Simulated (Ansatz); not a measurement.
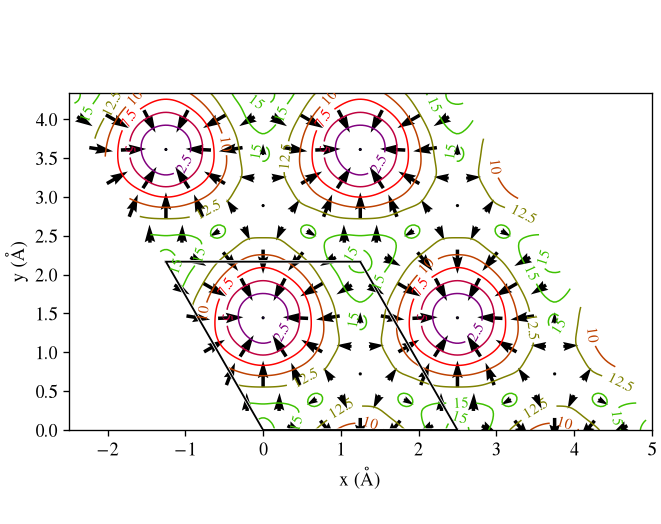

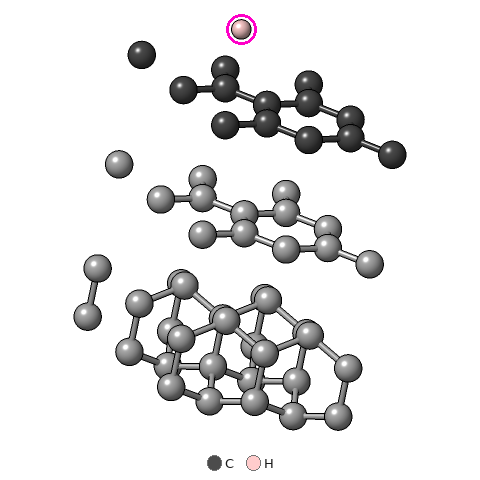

Energy landscape of H on a C(001) slab cut from the P6_3/mmc phase, its upper half relaxed before the scan (32 atoms of substrate and one adsorbate in a 2 × 2 cell). H is moved over the surface cell at a fixed height above a rigid substrate; the origin of the map has the adsorbate above C25; the height is held at 2.50 Å. Places are given modulo a cell vector. The map is drawn in real space over the plane of the surface. The scan uses a 6 × 6 grid; 10 points were computed and 26 follow by symmetry. Places are given in fractions of the 1 × 1 surface cell. Energies are in meV, from the lowest grid point. At a fixed height the lowest place need not be the adsorption site. Method: Ansatz, DFT PBE+D3(BJ), scalar-relativistic, plane waves, PAW. Settings: cutoff 420 eV, k-mesh 6×6×1, gaussian smearing 0.05 eV, spin-polarised.

In the figure: contour lines labelled in meV, arrows along the force (downhill), their lengths compressed, the outline of one cell of the 2 × 2 shown. Between grid points the surface is interpolated. The second picture is the structure at the lowest point; rings mark the moved atoms.

Summarise what can be read from the map.

The lowest grid point is at a sixfold hollow, (2/6, 4/6) of the cell vectors. The highest grid point, a bridge site between two C atoms, (2/6, 1/6) of the cell vectors, lies 15.2 meV above the lowest. On the interpolated surface the easiest way out of the lowest well to its copy in the next cell or period passes a barrier of about 14 meV. At the lowest point the adsorbate has 6 C at 2.89 Å as nearest neighbours, at the highest 2 C at 2.60 Å.

Each point was launched as `ansatz run input.yaml --threads 4 --pin off --max-ram 12288MiB --backend cpu --events-out ev --progress --plain --runs-dir out`. Time for the 10 points that were run: 25 min on 4 threads of Arm Neoverse V1, with other jobs on the host.

PAW datasets: the set soft_1.
